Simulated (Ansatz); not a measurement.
**AgCl: band-structure calculation (part 2 of 2)**

The same run, continued: AgCl (Cmcm, 4 atoms in the cell); DFT, HSE06, plane waves, PAW, no spin polarisation (Ansatz 0.2.0); cutoff 420 eV, 6×6×4 k-mesh, fixed occupations. The structure derives from a Materials Project entry. The geometry comes from this level: r2SCAN (a point of a series of strains). It belongs to a series of runs on one base structure; here: hydrostatic strain +1.7%.

Geometry of the input (Å; fractional positions):
```
1.8939  -5.6476  0.0000
1.8939  5.6476  0.0000
0.0000  0.0000  4.0071
Ag 0.3927  0.6073  0.7500
Ag 0.6073  0.3927  0.2500
Cl 0.8671  0.1329  0.2500
Cl 0.1329  0.8671  0.7500
```

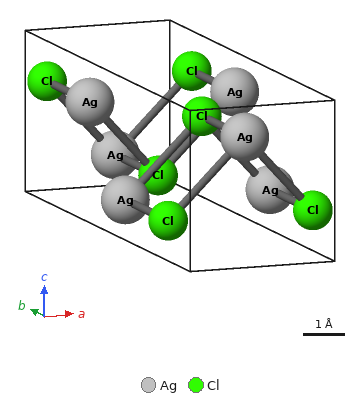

The structure (ball-and-stick view of the cell 2 times as large as that of the calculation, set on its symmetry axes, seen slightly off an axis). An atom can appear more than once, as a periodic image.

Output, continued:
```
  k-point 2: bands = ["-87.1353", "-87.1353", "-49.3999", "-49.3999", "-49.3676", "-49.3676", "-49.3503", "-49.3503", "-8.6403", "-8.6403", "2.1178", "2.1178", "2.5831", "2.5831", "3.1508", "3.1508", "4.1512", "4.1512", "4.2732", "4.2732", "4.3737", "4.3737", "5.5268", "5.5268", "6.8585", "6.8585", "12.8059", "12.8059", "15.2601", "15.2601", "16.5357"]
  k-point 38: bands = ["-87.1353", "-87.1353", "-49.4002", "-49.4002", "-49.3674", "-49.3674", "-49.3503", "-49.3503", "-8.6243", "-8.6243", "1.7137", "1.7137", "2.6516", "2.6516", "2.8856", "2.8856", "4.1160", "4.1160", "4.1901", "4.1901", "4.8705", "4.8705", "6.2294", "6.2294", "6.8062", "6.8062", "12.1508", "12.1508", "15.1908", "15.1908", "16.6747"]
```

File bands.tsv:
```
# k_distance	band_0	band_1	band_2	band_3	band_4	band_5	band_6	band_7	band_8	band_9	band_10	band_11	band_12	band_13	band_14	band_15	band_16	band_17	band_18	band_19	band_20	band_21	band_22	band_23	band_24	band_25	band_26	band_27	band_28	band_29	band_30
# fermi_ev = 6.967869
# lock_threshold_ev = 1e-6
# [0, 0, 0] at k_distance = 0.000000
# [-0.5, 0.5, 0] at k_distance = 0.556267
# [-0.2781134039, 0.7218865961, 0] at k_distance = 1.292403
# [0.2781134039, 0.2781134039, 0] at k_distance = 1.879114
# [0, 0, 0.5] at k_distance = 3.089898
# [0.2781134039, 0.2781134039, 0.5] at k_distance = 4.012573
# [-0.2781134039, 0.7218865961, 0.5] at k_distance = 4.599285
# [-0.5, 0.5, 0.5] at k_distance = 5.335420
# [0, 0.5, 0] at k_distance = 6.510129
# [0.244792, 0.244792, 0] at k_distance = 6.788799
# levels_relative_to = fermi_ev
# free_energy_ev = -17349.914588
# largest_residual_norms_ev = 4.945e-4 3.750e-4 8.242e-5 1.094e-4 9.421e-5 1.175e-4 9.921e-5 1.151e-4 2.151e-4 2.152e-4 1.124e-3 1.714e-3 1.320e-3 2.416e-3 1.603e-3 2.832e-3 2.461e-3 2.690e-3 2.517e-3 2.519e-3 2.294e-3 1.869e-3 1.392e-3 1.369e-3 1.102e-3 1.159e-3 6.659e-4 8.231e-4 8.863e-4 8.267e-4 1.294e-3
0.000000	-94.104101	-94.102189	-56.375426	-56.353497	-56.344717	-56.330278	-56.319207	-56.317174	-16.066549	-15.498964	-4.392261	-3.530928	-3.346153	-3.297768	-3.267742	-3.035262	-3.008891	-2.890919	-2.869019	-2.738853	-2.579187	-2.519343	-2.128467	-1.887839	-1.647462	-1.632540	1.864464	4.615536	9.101961	9.825598	11.462977
0.556267	-94.104095	-94.102200	-56.375133	-56.353960	-56.344686	-56.330369	-56.319297	-56.317141	-15.792888	-15.774131	-4.242745	-3.845717	-3.384390	-3.308088	-3.228070	-3.086407	-3.074324	-3.069776	-2.833455	-2.748491	-2.588705	-2.540434	-2.227554	-1.739079	-1.734234	-1.664906	3.422057	4.950147	8.072374	9.842411	9.957100
1.292403	-94.104026	-94.102120	-56.375127	-56.353598	-56.344550	-56.330201	-56.322054	-56.319973	-15.627143	-15.448922	-5.305281	-4.991836	-4.704858	-4.351444	-4.262448	-3.280522	-3.271192	-2.944974	-2.609613	-2.394332	-2.309308	-2.275932	-1.323763	-0.719261	-0.109067	-0.070180	4.449714	7.011261	7.211228	8.483252	8.601500
1.879114	-94.104026	-94.102120	-56.375127	-56.353598	-56.344550	-56.330201	-56.322054	-56.319973	-15.627143	-15.448922	-5.305281	-4.991836	-4.704858	-4.351444	-4.262448	-3.280522	-3.271192	-2.944974	-2.609613	-2.394332	-2.309308	-2.275932	-1.323763	-0.719261	-0.109067	-0.070180	4.449714	7.011261	7.211228	8.483252	8.601500
3.089898	-94.103126	-94.103126	-56.367803	-56.367803	-56.335441	-56.335441	-56.318192	-56.318192	-15.608214	-15.608214	-4.850040	-4.850040	-4.384802	-4.384802	-3.817055	-3.817055	-2.816714	-2.816714	-2.694706	-2.694706	-2.594161	-2.594161	-1.441085	-1.441085	-0.109393	-0.109393	5.838011	5.838011	8.292249	8.292249	9.567815
4.012573	-94.103056	-94.103056	-56.367663	-56.367663	-56.334819	-56.334819	-56.320637	-56.320637	-15.503897	-15.503897	-4.287413	-4.287413	-3.934401	-3.934401	-3.348564	-3.348564	-3.118213	-3.118213	-2.722797	-2.722797	-2.528778	-2.528778	-2.277498	-2.277498	-1.431404	-1.431404	4.465579	4.465579	8.640204	8.640204	10.185375
4.599285	-94.103056	-94.103056	-56.367663	-56.367663	-56.334819	-56.334819	-56.320637	-56.320637	-15.503897	-15.503897	-4.287413	-4.287413	-3.934401	-3.934401	-3.348564	-3.348564	-3.118213	-3.118213	-2.722797	-2.722797	-2.528778	-2.528778	-2.277498	-2.277498	-1.431404	-1.431404	4.465579	4.465579	8.640204	8.640204	10.185375
5.335420	-94.103121	-94.103121	-56.368039	-56.368039	-56.335231	-56.335231	-56.318203	-56.318203	-15.592166	-15.592166	-5.254181	-5.254181	-4.316269	-4.316269	-4.082240	-4.082240	-2.851837	-2.851837	-2.777803	-2.777803	-2.097403	-2.097403	-0.738497	-0.738497	-0.161677	-0.161677	5.182929	5.182929	8.222946	8.222946	9.706839
6.510129	-94.104023	-94.102115	-56.375135	-56.353544	-56.344549	-56.330190	-56.322133	-56.320058	-15.646125	-15.413689	-5.220637	-5.095465	-4.737813	-4.474783	-4.361270	-3.285358	-3.252707	-2.766013	-2.529737	-2.379972	-2.345606	-2.043491	-1.331818	-1.041733	-0.078029	-0.006255	4.709886	6.531837	7.214449	8.650766	8.662309
6.788799	-94.104026	-94.102117	-56.375156	-56.353549	-56.344557	-56.330197	-56.322134	-56.320056	-15.651875	-15.408526	-5.302046	-5.069214	-4.741867	-4.351997	-4.335697	-3.292684	-3.144848	-2.950136	-2.589490	-2.374625	-2.229494	-2.224702	-1.410704	-0.811888	-0.095354	0.004637	4.656613	6.564120	7.068150	8.254621	8.621987
```

File rho_z.tsv:
```
# z_ang	rho[e/angstrom^3]
# format = ansatz-planar-average/11
# lattice	1.893882550	-5.647631227	0.000000000
# lattice	1.893882550	5.647631227	0.000000000
# lattice	0.000000000	0.000000000	4.007092372
# sites	4
# site	47	1.893882550	1.212177095	3.005319279
# site	47	1.893882550	-1.212177095	1.001773093
# site	17	1.893882550	-4.146714358	1.001773093
# site	17	1.893882550	4.146714358	3.005319279
0.000000	1.926812e-1
0.148411	2.202204e-1
0.296822	3.143163e-1
0.445232	4.842691e-1
0.593643	7.058911e-1
0.742054	9.233278e-1
0.890465	1.072148e0
1.038876	1.104668e0
1.187287	1.009952e0
1.335697	8.192787e-1
1.484108	5.915898e-1
1.632519	3.904017e-1
1.780930	2.578030e-1
1.929341	1.993118e-1
2.077752	1.993118e-1
2.226162	2.578030e-1
2.374573	3.904017e-1
2.522984	5.915898e-1
2.671395	8.192787e-1
2.819806	1.009952e0
2.968217	1.104668e0
3.116627	1.072148e0
3.265038	9.233278e-1
3.413449	7.058911e-1
3.561860	4.842691e-1
3.710271	3.143163e-1
3.858682	2.202204e-1
```

File v_z.tsv:
```
# z_ang	v_es[eV]	v_tot[eV]
# format = ansatz-planar-average/11
# xc	hse06
# density_cutoff_ev	1680
# datasets	Ag=:simpson_from_first_knot:soft:fock:shift=0	Cl=:simpson_from_first_knot:soft:fock:shift=0
# lattice	1.893882550	-5.647631227	0.000000000
# lattice	1.893882550	5.647631227	0.000000000
# lattice	0.000000000	0.000000000	4.007092372
# sites	4
# site	47	1.893882550	1.212177095	3.005319279
# site	47	1.893882550	-1.212177095	1.001773093
# site	17	1.893882550	-4.146714358	1.001773093
# site	17	1.893882550	4.146714358	3.005319279
0.000000	1.000548e1	2.819706e0
0.148411	9.531747e0	2.212490e0
0.296822	8.230618e0	5.757932e-1
0.445232	6.471066e0	-1.614808e0
0.593643	4.722635e0	-3.798175e0
0.742054	3.335986e0	-5.555563e0
0.890465	2.506367e0	-6.628621e0
1.038876	2.334871e0	-6.852591e0
1.187287	2.843574e0	-6.190264e0
1.335697	3.968966e0	-4.748693e0
1.484108	5.569362e0	-2.738475e0
1.632519	7.377949e0	-4.864753e-1
1.780930	8.966902e0	1.498050e0
1.929341	9.885341e0	2.664820e0
2.077752	9.885341e0	2.664820e0
2.226162	8.966902e0	1.498050e0
2.374573	7.377949e0	-4.864753e-1
2.522984	5.569362e0	-2.738475e0
2.671395	3.968966e0	-4.748693e0
2.819806	2.843574e0	-6.190264e0
2.968217	2.334871e0	-6.852591e0
3.116627	2.506367e0	-6.628621e0
3.265038	3.335986e0	-5.555563e0
3.413449	4.722635e0	-3.798175e0
3.561860	6.471066e0	-1.614808e0
3.710271	8.230618e0	5.757932e-1
3.858682	9.531747e0	2.212490e0
```

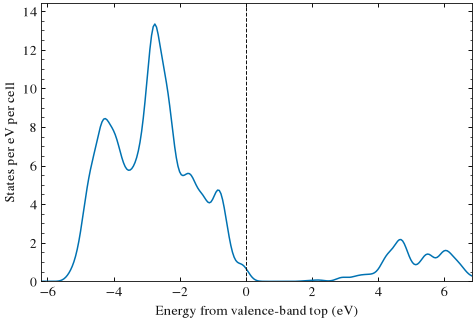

Density of states (the curve is built from the levels of the k mesh with Gaussians 0.4 eV wide, which also blur the band edges), with energies from the valence-band top. There is a gap of 1.86 eV on the k-point mesh. Small ripples come from the finite k-point mesh.

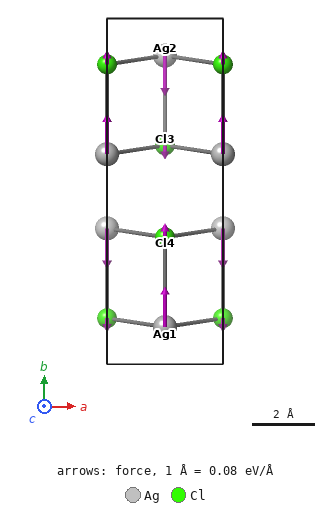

Forces on the atoms as pink arrows (ball-and-stick view of the cell 2 times as large as that of the calculation, set on its symmetry axes, along the c axis; atoms are numbered from 1 in the order of the input). The largest act on Ag1, Ag2 (0.11 eV/Å); Cl3, Cl4 (0.04 eV/Å). The geometry is not a stationary point of this energy.

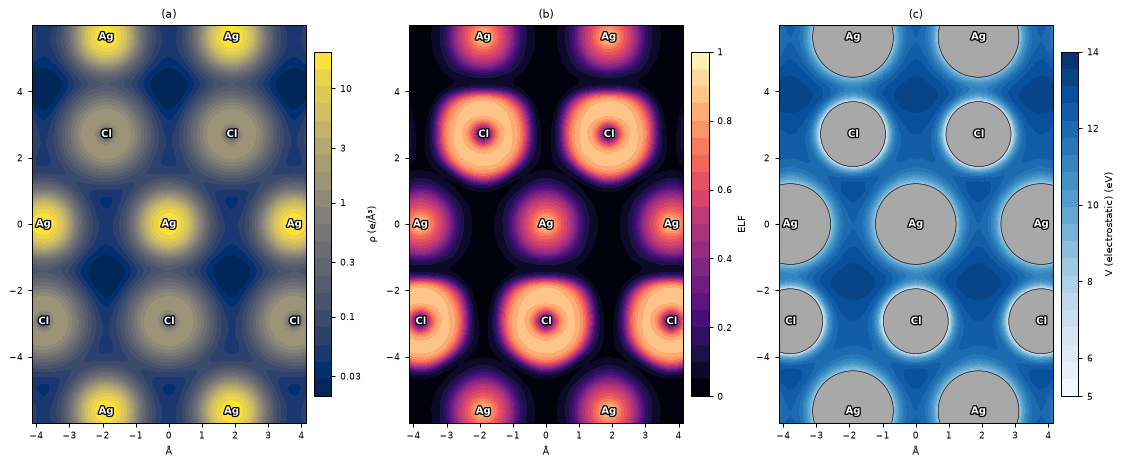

(a) valence charge density (pseudo); (b) electron localisation function; (c) electrostatic potential (local pseudopotential plus Hartree) felt by an electron on the (001) plane of the conventional cell. Grey discs, where drawn, cover atomic cores. Atoms in the plane: Ag and Cl. Ag–Cl (2.93 Å): ρ is about 0.16 e/Å³ halfway; the ELF is about 0.10 at the midpoint, as expected for ionic bonding with no shared pair. Away from the nuclei the density in this plane falls to 0.02 e/Å³ at its lowest. The strong features right at Ag lie inside the PAW spheres (semicore, d or f shells) and say nothing about bonding. Outside the cores the potential energy rises away from the atoms and is highest about 2.3 Å from the nearest atoms; outside the discs it spans about 8 eV, and its zero is arbitrary. In a PAW calculation such maps are meaningful between the atoms, not at the nuclei.

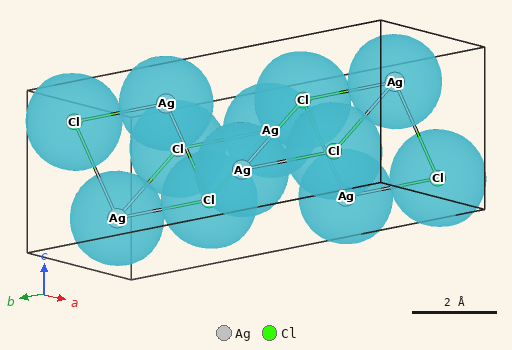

Isosurface of the valence electron density at 0.3 e/Å³ (cyan), seen at an oblique angle. Sticks mark near contacts. The outline is the cell set on symmetry axes. At this value the density breaks into separate islands; it holds about 85 % of the electrons treated as valence (semicore included). It is pinched off along the Ag–Cl (2.77 Å) and Ag–Cl (2.93 Å) contacts. On the grid the lowest density along these lines, outside the cores, is 0.22 e/Å³ (Ag–Cl, 2.77 Å) and 0.16 e/Å³ (Ag–Cl, 2.93 Å).

Key numbers:

```json
{"quantity": "outcome", "value": "converged"}
{"quantity": "space group (tolerance 0.01 Å)", "value": "Cmcm (63)"}
{"quantity": "electrons treated", "value": "52"}
{"quantity": "free energy", "value": "−17349.9146 eV"}
{"quantity": "Fermi energy", "value": "6.968 eV"}
{"quantity": "gap on the k-point mesh", "value": "1.86 eV"}
{"quantity": "pressure", "value": "−0.77 GPa"}
{"quantity": "largest force (length of the vector)", "value": "0.106 eV/Å"}
{"quantity": "wall time", "value": "94 s (CPU time 5.7 min)"}
{"quantity": "peak memory", "value": "2.8 GiB"}
```

Notes:

The program warns: the exchange loop's threshold is looser than advised for the stress; the SCF threshold is looser than advised for the printed stress.
